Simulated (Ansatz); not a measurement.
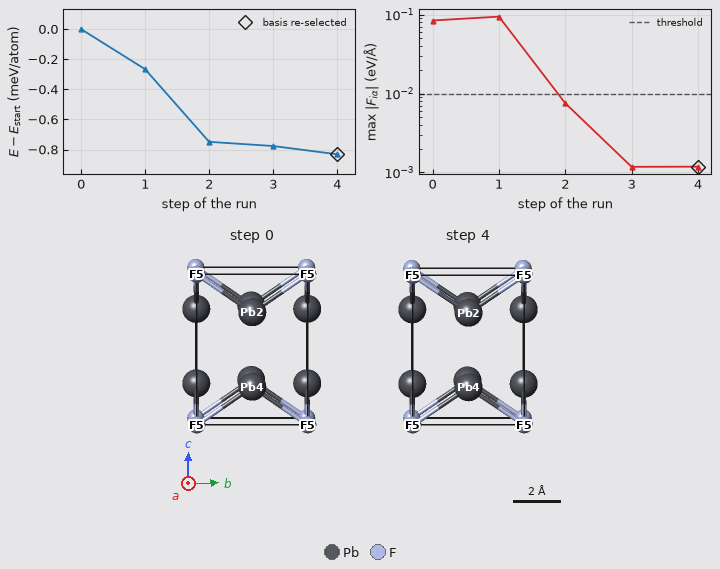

First and last geometry of a relaxation of crystalline Pb₄F (a generated structure, set up in P4/mmm), with the history of the run. The picture is a ball-and-stick view of the cell of the calculation, seen from a free direction.

The calculation used DFT PBE, scalar-relativistic, plane waves, PAW (Ansatz 0.2.0). Settings: plane-wave cutoff 420 eV; k-point mesh 8 × 8 × 6; occupations gaussian; smearing width 0.1 eV; no spin polarisation; cell and atoms relaxed; force threshold 0.01 eV/Å; at most 80 steps.

Did the run converge, and what did it change?

It converged. The largest moves relative to the cell, 0.012 Å, are those of Pb atoms. F stays in place. The volume changes by +0.2 %, with a = b 4.754 → 4.775 Å (+0.4 %), c 6.468 → 6.424 Å (−0.7 %). Near-neighbour distances that change, for instance: F–Pb 2.885 → 2.881 Å. The space group stays P4/mmm (No. 123). After 3 accepted moves (4 points after the start) the energy has fallen by 0.8 meV per atom. The largest force component goes from 0.084 to 0.0012 eV/Å. The pressure goes from −0.01 to 0.01 GPa. The SCF was repeated once at an unchanged geometry on a basis and grid sized afresh for the cell, which shifted the energy by 0.1 meV per atom at most.
